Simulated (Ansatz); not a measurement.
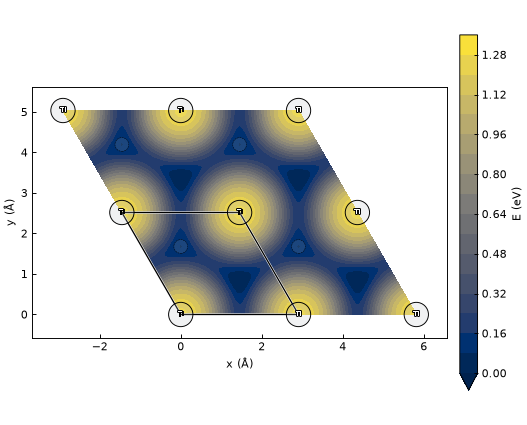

S on a Ti(111) slab cut from the Fm-3m phase, its upper half relaxed before the scan (12 atoms of substrate and one adsorbate in a 2 × 2 cell). 
- S is moved over the surface cell; relaxed at each place: the height of the adsorbate's atoms; substrate rigid; the origin of the map has the adsorbate above Ti9.
- Places are given modulo a cell vector. The map is drawn in real space over the plane of the surface.
- The scan uses a 6 × 6 grid; 10 points were computed and 26 follow by symmetry.
- Places are given in fractions of the 1 × 1 surface cell.
- All energies are given in eV relative to the lowest grid point.
- Level of theory: Ansatz, DFT PBE, scalar-relativistic, plane waves, PAW. Settings: cutoff 420 eV, k-mesh 6×6×1, gaussian smearing 0.1 eV, no spin polarisation.

The picture shows filled contours, labelled circles for the atoms of the top layer and small ones for the second layer, the outline of one cell of the 2 × 2 shown. Between grid points the surface is interpolated.

The lowest grid point is at a threefold hollow over a third-layer Ti atom, (4/6, 2/6) of the cell vectors. There is a further well near a threefold hollow over a second-layer Ti atom, (2/6, 4/6) of the cell vectors (0.08 eV above the lowest at that grid point). The highest grid point, the top site over a surface Ti atom, (0/6, 0/6) of the cell vectors, lies 1.29 eV above the lowest. On the interpolated surface the easiest way out of the lowest well to the well at a threefold hollow over a second-layer Ti atom, (2/6, 4/6) of the cell vectors passes a barrier of about 0.19 eV. At the lowest point the adsorbate has 3 Ti at 2.40 Å as nearest neighbours, at the highest 1 Ti at 2.16 Å. Its relaxed height above the top atom is 1.72 Å at the lowest and 2.16 Å at the highest point.

S is replaced by Si; all else is set up alike.

How does the landscape change?

Answer. The minimum (interpolated where it lies between grid points) moves from a threefold hollow over a third-layer Ti atom, (4/6, 2/6) of the cell vectors to a threefold hollow over a second-layer Ti atom, (2/6, 4/6) of the cell vectors. The span from the lowest to the highest grid point shrinks from 1.29 to 0.93 eV. The easiest pass out of the lowest well goes from about 0.19 to about 0.35 eV on the interpolated surfaces. Higher wells of the new map: a threefold hollow over a third-layer Ti atom, (4/6, 2/6) of the cell vectors, 0.14 eV up (that grid point lay 0.00 eV up before). In the new map: at the lowest point the adsorbate has 3 Ti at 2.52 Å as nearest neighbours, at the highest 1 Ti at 2.32 Å. Its relaxed height above the top atom is 1.87 Å at the lowest and 2.32 Å at the highest point.

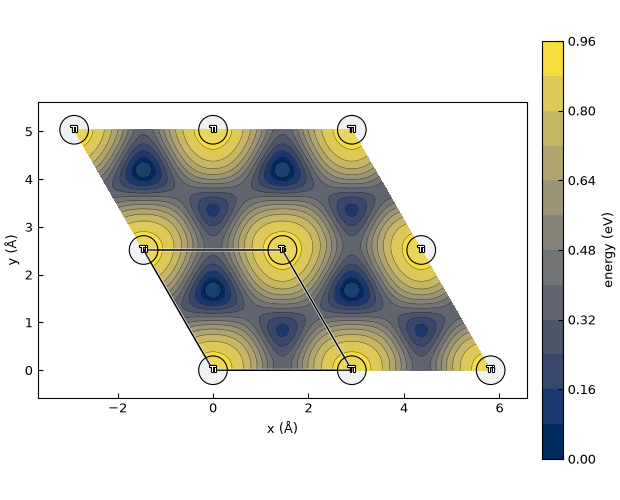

The map after the change, on a colour scale of its own. In the figure: filled contours, labelled circles for the atoms of the top layer and small ones for the second layer, the outline of one cell of the 2 × 2 shown. Between grid points the surface is interpolated.

PAW datasets: the set soft_1.
